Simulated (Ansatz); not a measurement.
# Nb(100) slab, 3 layers: from the cell to its phonons, part 2 of 2

Task: relax Nb(100) slab, 3 layers, then find its harmonic phonons.

Ansatz 0.2.0; DFT PBE, scalar-relativistic, plane waves, PAW.

So far. Step 4 (Relaxing to small forces for the phonons): The largest force component left is 0.16 meV/Å, within the tolerances set.

### 5. Zone-centre response

The zone centre comes first: it holds the modes that light can see, as far as symmetry allows. No field response is asked, since the mesh shows no gap.

The input, input.yaml:

```yaml
crystal:
  lattice:
    - [3.2700320031, 0.0, 0.0]
    - [0.0, 3.2700320031, 0.0]
    - [0.0, 0.0, 30.4000004]
  atoms:
    - { symbol: Nb, position: [0.0, 0.0, 0.2202992907] }
    - { symbol: Nb, position: [0.5, 0.5, 0.2680921017] }
    - { symbol: Nb, position: [0.0, 0.0, 0.3158849128] }
  periodic: [true, true, false]
kpoints:
  mp_grid: { grid: [12, 12, 1] }
hamiltonian:
  xc: pbe
scf:
  occupations: { method: methfessel_paxton, width: 0.15 }
output:
  eigenvalues: true
phonons:
  method: dfpt
```

Run with:

```
$ ansatz run input.yaml --threads 8 --pin off --max-ram 14336MiB --backend cpu --events-out ev --progress --plain --runs-dir out
```

Numbers of over 12 decimals in the logs are rounded to 6 here.

Log:

```text
Warning: crystal.symmetry: narrowed to the stabiliser of the run's FFT grids — unitary ops 16 → 8. A phonons.method: dfpt run fills in the rows of the dynamical matrix that it does not solve by its symmetry operations, which is exact only for operations that map its FFT grids onto themselves: filled in by any other, the frequencies could depend on the order in which like atoms are typed, or, by more than the grids' own error, on where the crystal sits among the grids' points. Excluded: 8 operations. The run can therefore solve more perturbations, solve them on more k-points, or both, and cost more. [rest of the remark cut]
[...]
Crystal: 3 atoms, lattice volume = 325.071 Å³
Basis set: ecut = 420 eV, 6453 PW (Γ), exchange–correlation on 48×48×432 points (8 copies of the dense FFT grid, shifted against one another)
Bands: 24, of which v1, the nominal top of the filled ones, is band 20 counted from 1 (19 counted from 0)
Symmetry: 16 space group operations
k-points: 49 of 144 (irreducible under 2 space group operations, time reversal used)
[...]
SCF iter   1: F=—  HF=-13653.857450 eV  |F-HF|=—  |Δ(HF+E_count)|=         —  Δρ=3.94e-3  dr2=9.72e-2  ethr=1.77e-3  ⟨swp⟩=10.8  Hψ=17553  notcnv=0
automatic band count: the SCF goes on with 28 bands, as 24 were too few: they end inside the smearing window of the response
[...]
SCF iter   2: F=—  HF=-13653.865736 eV  |F-HF|=—  |Δ(HF+E_count)|=   8.29e-3  S|Δr|=    0.00e0  Δρ=4.47e-3  dr2=1.33e-1  ethr=2.49e-4  ⟨swp⟩=3.1  Hψ=3304  notcnv=0  defer=100
[...]
SCF iter  12: F=-13653.841552 eV  HF=-13653.841552 eV  |F-HF|=4.00e-11  |Δ(HF+E_count)|=  3.27e-11  S|Δr|=    0.00e0  Δρ=1.01e-8  dr2=8.27e-13  ethr=1.00e-12  ⟨swp⟩=7.0  Hψ=5952  notcnv=0
SCF 1 converged in 12 iterations: F = -13653.841552 eV  dr2 = 8.27e-13
[...]
DFPT response loops at Γ: preconditioner auto → none (partly filled bands, converged f_vac=0.750); β = 0.50; Broyden in place of MSR1
SCF converged after 12 iterations
[...]
Free energy (F): -13653.841552 eV
[...]
Internal energy: -13653.848802 eV  (E = F + TS)
E sigma→0 (E₀):  -13653.843365 eV
Entropy (-TS):   0.007250 eV (2.417 meV/atom)
Fermi energy:    -3.626577 eV
[...]
--- Band table (eV; the first three rows and the last of 49) ---
  k-point 0: bands = [... 16 lower, -5.0567, -3.7128, -3.5188, -3.2996, -3.2775, -3.2775, -2.9684, -2.9684, ... 4 higher]
  k-point 1: bands = [... 16 lower, -5.0414, -4.0199, -3.8492, -3.4355, -3.2739, -3.1177, -2.7088, -2.6855, ... 4 higher]
  k-point 2: bands = [... 16 lower, -4.8421, -4.4937, -4.3035, -3.8413, -3.1516, -2.7897, -2.4229, -2.2256, ... 4 higher]
  k-point 48: bands = [... 16 lower, -4.9768, -4.7951, -4.7951, -2.0712, -2.0712, -1.6361, -0.9851, -0.2852, ... 4 higher]
  ° read free of the cell's end (the report's vacuum.weakly_bound_levels)
--- Phonons (Γ-DFPT): 6 representative perturbations + reference, on 49 of 144 k-points (Σ response iterations 30) ---
  ASR residual: 6.617e-5 → 0.000e0 eV/Å²; symmetrization residual: 2.581e-5 eV/Å²
  The last average, over the group as it would stand without the narrowing to the FFT grids, took up to 4.888e-6 eV/Å² of the zone centre's force constants
  ASR residual per site (eV/Å²): 6.62e-5 4.04e-5 6.52e-5
  Γ frequencies (cm⁻¹): 0.00 0.00 0.00 104.11 104.11 210.34 240.29 240.29 257.00
  non-analytic LO–TO correction: not included (Born effective charges unavailable; polar crystals: no LO–TO splitting at Γ)
```

Run time: 32 s. Hardware: 8 threads of Intel Xeon Platinum 8488C (Sapphire Rapids), shared host; peak memory 1.8 GiB.

In the SCF lines HF is the Harris–Foulkes energy and dr2 the Hartree energy of the density residual, in eV; the loop may stop once dr2 is under the threshold and the program's other checks hold. Hψ counts applications of the Hamiltonian.

This step gave:

```
sum-rule residual before enforcement                    : 6.62e-5 eV/Å²
point group                                             : 4/mmm
highest optical mode at the zone centre (no LO-TO term) : 257 cm⁻¹
lowest optical zone-centre mode                         : 104.1 cm⁻¹
```

Patterns of degenerate modes are one choice out of their space. Modes at Γ:

```tsv
mode	frequency (cm⁻¹)	symmetry
1	0.0	acoustic
2	0.0	acoustic
3	0.0	acoustic
4	104.1	Eg
5	104.1	Eg
6	210.3	A1g
7	240.3	Eu
8	240.3	Eu
9	257.0	A2u
```

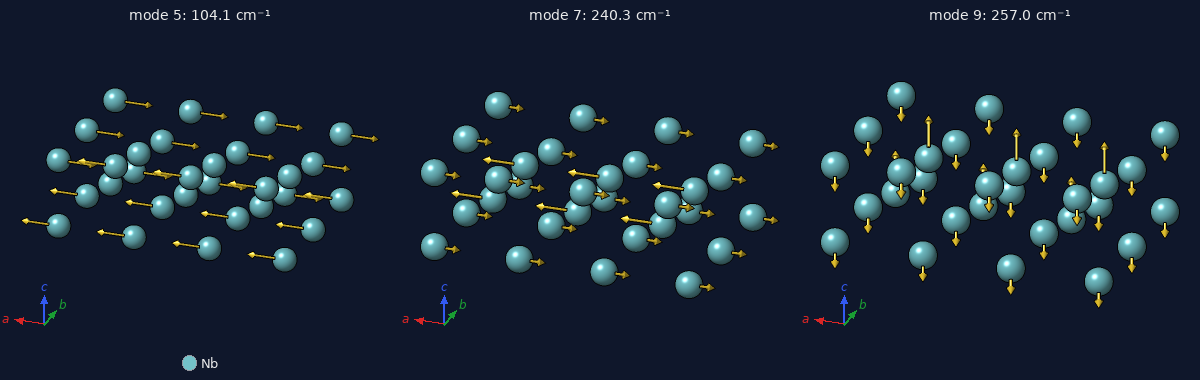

Displacement patterns of modes 5, 7 and 9 at Γ; arrows are exaggerated. 3×2×1 cells are drawn. Some periodic images of atoms are drawn too.

Before it was imposed, the acoustic sum rule was missed by 6.6e-5 eV/Å². Small misses are needed for a sound result but don't prove that mesh and cutoff are converged. The lowest optical mode is real, 104 cm⁻¹.

### 6. Phonons on a q mesh

Stability and thermal properties need the whole zone. Linear response on a 4×4×1 q mesh gives force constants as far as a supercell of that size would.

Changes to input.yaml since step 5:

```diff
@@ -20 +20,6 @@
   method: dfpt
+  qmesh: [4, 4, 1]
+  temperatures: { t_max: 1000, t_step: 50 }
+  qpath:
+    path: [[0.0, 0.0, 0.0], [0.0, 0.5, 0.0], [0.5, 0.5, 0.0], [0.0, 0.0, 0.0]]
+    npoints: 10
```

Log:

```text
[...]
Crystal: 3 atoms, lattice volume = 325.071 Å³
Basis set: ecut = 420 eV, 6453 PW (Γ), exchange–correlation on 48×48×432 points (8 copies of the dense FFT grid, shifted against one another)
Bands: 24, of which v1, the nominal top of the filled ones, is band 20 counted from 1 (19 counted from 0)
Symmetry: 16 space group operations
k-points: 28 of 144 (irreducible under 8 space group operations)
[...]
SCF iter   1: F=—  HF=-13653.857560 eV  |F-HF|=—  |Δ(HF+E_count)|=         —  Δρ=3.93e-3  dr2=9.70e-2  ethr=1.77e-3  ⟨swp⟩=10.8  Hψ=10130  notcnv=0
[...]
SCF iter  12: F=-13653.841552 eV  HF=-13653.841552 eV  |F-HF|=2.55e-11  |Δ(HF+E_count)|=  6.91e-11  S|Δr|=    0.00e0  Δρ=5.75e-9  dr2=2.93e-13  ethr=1.00e-12  ⟨swp⟩=7.1  Hψ=3436  notcnv=0
SCF 1 converged in 12 iterations: F = -13653.841552 eV  dr2 = 2.93e-13
[...]
phonons: the bands overlap, so this run is a metal and interpolates without the dipole-dipole term. If the crystal is really an insulator or semiconductor, its LO-TO splitting is missing
NSCF: frozen V_eff on 28 k-points
[...]
DFPT response loops at q = (0, 0, 0) (fractional): preconditioner auto → none (partly filled bands, converged f_vac=0.750); β = 0.50; Broyden in place of MSR1
[...]
SCF converged after 12 iterations
[...]
Free energy (F): -13653.841552 eV
[...]
Internal energy: -13653.848802 eV  (E = F + TS)
E sigma→0 (E₀):  -13653.843365 eV
Entropy (-TS):   0.007250 eV (2.417 meV/atom)
Fermi energy:    -3.626578 eV
[...]
--- Band table (eV; the first three rows and the last of 28) ---
  k-point 0: bands = [... 16 lower, -5.0567, -3.7128, -3.5188, -3.2996, -3.2775, -3.2775, -2.9684, -2.9684, ... 4 higher]
  k-point 1: bands = [... 16 lower, -5.0414, -4.0199, -3.8492, -3.4355, -3.2739, -3.1177, -2.7088, -2.6855, ... 4 higher]
  k-point 2: bands = [... 16 lower, -4.8421, -4.4937, -4.3035, -3.8413, -3.1516, -2.7897, -2.4229, -2.2256, ... 4 higher]
  k-point 27: bands = [... 16 lower, -4.9768, -4.7951, -4.7951, -2.0712, -2.0712, -1.6361, -0.9851, -0.2852, ... 4 higher]
  ° read free of the cell's end (the report's vacuum.weakly_bound_levels)
--- Phonons (Γ-DFPT): 6 representative perturbations + reference (Σ response iterations 27) ---
  ASR residual: 5.594e-5 → 0.000e0 eV/Å²; symmetrization residual: 1.081e-5 eV/Å²
[...]
ASR residual per site (eV/Å²): 5.59e-5 5.20e-5 5.33e-5
  Γ frequencies (cm⁻¹): 0.00 0.00 0.00 104.11 104.11 210.34 240.29 240.29 257.00
--- Phonons (arbitrary-q DFPT): 6 irreducible q on the 4×4×1 mesh ---
  q = [0.0000, 0.0000, 0.0000] (star 1, of the zone-centre solve; hermiticity 1.44e-6, symmetrization 5.48e-13, taken by the last average 1.99e-7): -0.00 0.00 0.00 104.11 104.11 210.34 240.29 240.29 257.00
  q = [0.0000, 0.2500, 0.0000] (star 4, 9 solved perturbations on 84 of 144 k-point pairs; hermiticity 1.25e-6, symmetrization 1.57e-9, taken by the last average 2.47e-7): 34.66 52.06 100.35 117.39 146.00 179.84 221.74 238.15 238.17
[...]
q = [0.2500, 0.2500, 0.0000] (star 4, 6 solved perturbations in 666 linear systems a pass and spin channel, the states on 144 of 144 k-point pairs; hermiticity 1.35e-6, symmetrization 1.95e-9, taken by the last average 2.13e-7): 67.21 105.05 113.43 122.24 143.52 165.90 225.72 239.75 247.76
[...]
sum rule: each row above includes the acoustic sum rule's correction from the zone centre's row sums; it moved no ω² by more than (0.40 cm⁻¹)²
  mesh force constants: q→R imaginary residual 2.37e-18; ASR residual 5.594e-5 → 0.000e0 eV/Å²; symmetrization residual 3.553e-15 eV/Å²
  interpolated dispersion: 31 rows × 9 modes
  density of states and harmonic sums: on the 20×20×1 q-mesh, interpolated from the force constants of a 4×4×1 supercell (no non-analytic term)
  largest difference from the sums on the solved wave vectors: F 3.69e-2 eV, S 4.72e-5 and C_V 1.03e-5 eV/K
  zero-point energy: 0.087188 eV/cell   skipped modes (ω ≤ 0): 8, of them read as no rigid motion or as one in doubt: 5 (6.000e-2 modes/cell left out, lowest -11.70 cm⁻¹)   left out of the sums: 7.50e-3 of the cell's modes: C_V's classical limit lies that fraction below 3 k_B per atom; for a crystal, a wire or a layer, F and S can be off by more, and a phonons.interpolated_qmesh denser along its periods is the remedy for the sampling
```

Wall time 4.5 min (8 threads); peak memory 3 GiB.

This step gave:

```yaml
sum_rule_residual_before_enforcement: 5.59e-5 eV/Å²
lowest_frequency_on_the_path: -11.70 cm⁻¹
highest_frequency_on_the_path_or_at_a_solved_wavevector: 272.9 cm⁻¹
lowest_mode_on_the_q_mesh_acoustic_modes_at_gamma_apart: 34.66 cm⁻¹
```

Frequencies (cm⁻¹) solved at each irreducible wavevector; negative means imaginary. Frequencies by wavevector, by row:

```tsv
q in reciprocal lattice units	star	mode 1	mode 2	mode 3	mode 4	mode 5	mode 6	mode 7	mode 8	mode 9
0 0 0	1	0	0	0	104.1	104.1	210.3	240.3	240.3	257
0 0.25 0	4	34.7	52.1	100.3	117.4	146	179.8	221.7	238.2	238.2
0 -0.5 0	2	55.5	104	122	151.7	153.1	155.1	182.8	209.3	269
0.25 0.25 0	4	67.2	105	113.4	122.2	143.5	165.9	225.7	239.8	247.8
0.25 -0.5 0	4	75.9	114.5	131.2	132.6	162.1	167.8	197.9	225.3	271.9
-0.5 -0.5 0	1	106.2	106.2	133.9	133.9	170.3	177.5	203.1	255.7	255.7
```

Interpolated from a 4×4×1 q mesh. Phonon branches along the path, in cm⁻¹:

```tsv
point	branch 1	branch 2	branch 3	branch 4	branch 5	branch 6	branch 7	branch 8	branch 9
Γ	0	0	0	104	104	210	240	240	257
X	56	104	122	152	153	155	183	209	269
M	106	106	134	134	170	178	203	256	256
Γ	0	0	0	104	104	210	240	240	257
```

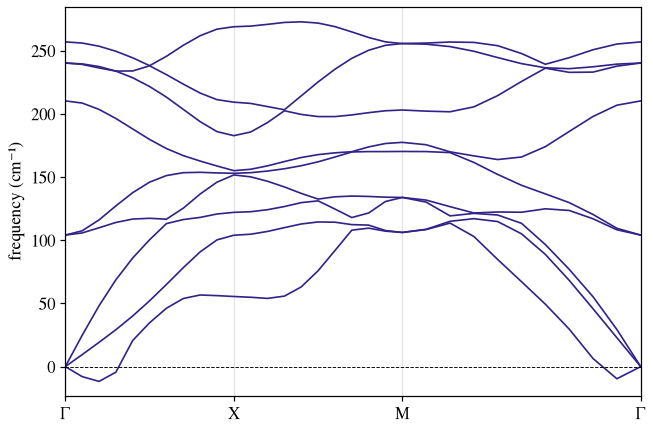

Phonon branches along the path.

The phonon density of states has structure finer than the step of the table below, so its rows give means over 20 cm⁻¹, whole bins alone (the curve runs from -12.5 to 272 cm⁻¹). Peaks (cm⁻¹: height): 57.5: 0.0476, 122.5: 0.118, 152.5: 0.0567, 162.5: 0.0727, 202.5: 0.0511, 237.5: 0.072.

Tetrahedra on a 20×20×1 mesh, mean over bins of 5 cm-1. Interpolated from a 4×4×1 q mesh. The phonon density of states by wavenumber; means over each step:

```tsv
wavenumber (cm⁻¹)	phonon density of states (1/cm⁻¹/cell)
0	0.00362
20	0.00632
40	0.0128
60	0.0274
80	0.0184
100	0.0326
120	0.0826
140	0.0365
160	0.0559
180	0.0192
200	0.0315
220	0.0335
240	0.0505
260	0.0333
```

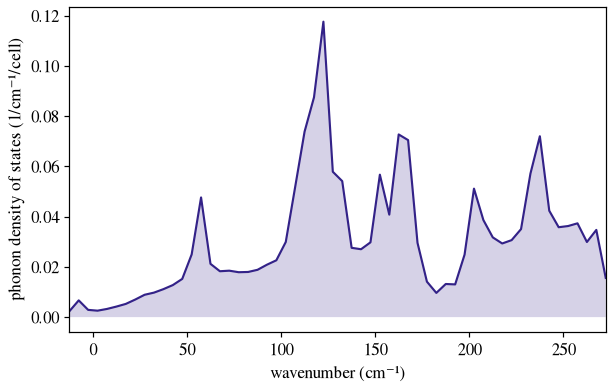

Phonon density of states, plotted against wavenumber.

Symmetry leaves 6 wavevectors to solve. The lowest mode among them, the acoustic zeros apart, lies at q = (0, 0.25, 0) and is real, 34.7 cm⁻¹. Between them the interpolated path dips to 12i cm⁻¹.

### 7. What came out

```
space group after relaxation (within 0.01 Å)            : P4/mmm
area per atom                                           : 3.56 Å²
electronic character                                    : no gap on this mesh
highest optical mode at the zone centre (no LO-TO term) : 257 cm⁻¹
lowest optical zone-centre mode                         : 104 cm⁻¹
lowest mode on the q mesh (acoustic modes at Γ apart)   : 34.7 cm⁻¹
highest frequency on the path or at a solved wavevector : 273 cm⁻¹
imaginary modes on the 4×4×1 q mesh                     : none
```

**Reading.** No mode is imaginary at the 6 irreducible wavevectors solved, but between them the interpolated path dips to 11.7i cm⁻¹, so stability is not settled. The optical modes at Γ span 104 to 257 cm⁻¹. With no gap, or one that is small against the smearing, the frequencies hang on the k mesh and the smearing, most of all near Kohn anomalies. In a sheet or slab the interpolated bending branch near Γ is rough, since the rotational sum rule isn't imposed. The starting cell was built on a prototype and not taken from a measurement. These are harmonic frequencies at zero temperature: anharmonic shifts, linewidths and thermal expansion are left out.

[Logs are printed without paths, hosts, clocks, repeated set-up lines and the standing remarks that a program may print on its own settings, such as how far it seeks lower states.]

[Hosts, paths, dates, database ids (printed as entryN), source tags and the programs' standing remarks are cut or masked in the printed files.]
